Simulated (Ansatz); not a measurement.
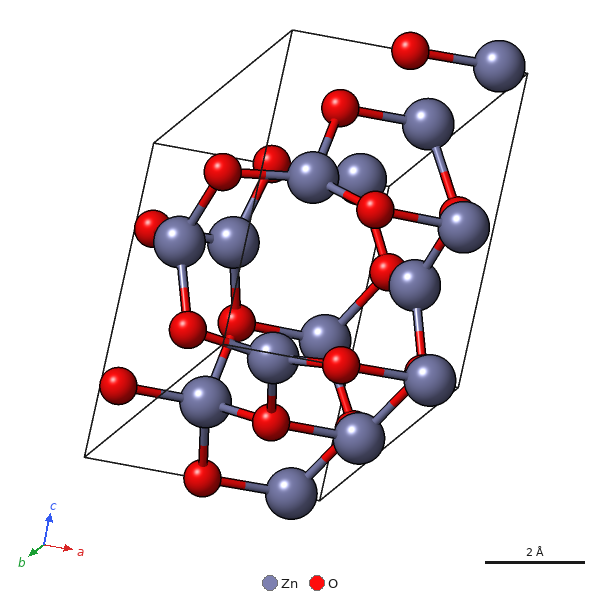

Shown here is a ball-and-stick view of the crystal, taken from a general direction. The lines enclose the supercell; boundary atoms appear with their images. The host is ZnO, in a cell of 16 sites, and the cell carries a charge of +2.

Identify the point defect.

Answer. An oxygen vacancy. Around the empty site lie four Zn at about 2.3 to 2.4 Å.

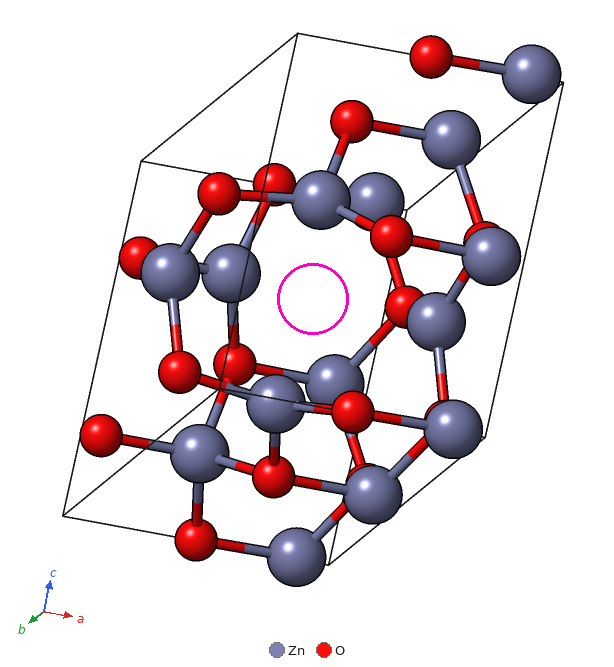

The same cell with a ring at the defect's site.

The atoms were relaxed in the host's cell with Ansatz 0.2.0, DFT PBE, scalar-relativistic, plane waves, PAW.
